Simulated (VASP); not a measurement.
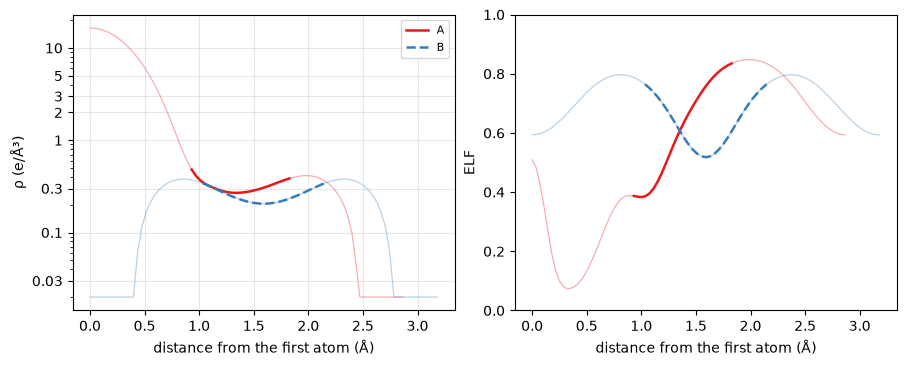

*GaSb. Valence charge density (pseudo) and electron localisation function along straight lines between neighbouring atoms. Thin, pale parts lie inside the atomic spheres.*

Space group I-4m2; a structure from a database of computed crystals, not necessarily the ambient phase; computed pressure about −4 GPa in this cell.

The calculation used Kohn-Sham DFT of a periodic cell, LDA, VASP PAW LDA potentials, recommended in VASP 6.6.1.

Core electrons are frozen (PAW), and the valence fields are smoothed inside the atomic spheres.

```xyz
4
Lattice="5.5069 0.0000 0.0000 0.0000 -5.5069 0.0000 0.0000 0.0000 -3.1814" Properties=species:S:1:pos:R:3 pbc="T T T"
Ga    0.0000   -2.7534   -0.7954
Ga    2.7534    0.0000   -2.3861
Sb    2.7534   -2.7534   -1.5907
Sb    0.0000    0.0000    0.0000
```

Which curve belongs to which contact (Ga–Sb and Sb–Sb)? The first atom named is at distance zero.

Answer. Curve A: Ga–Sb (2.87 Å): ρ is about 0.28 e/Å³ halfway; the ELF is about 0.65 at the midpoint. Curve B: Sb–Sb (3.18 Å): ρ at the midpoint is about 0.21 e/Å³; the ELF is about 0.50 at the midpoint.
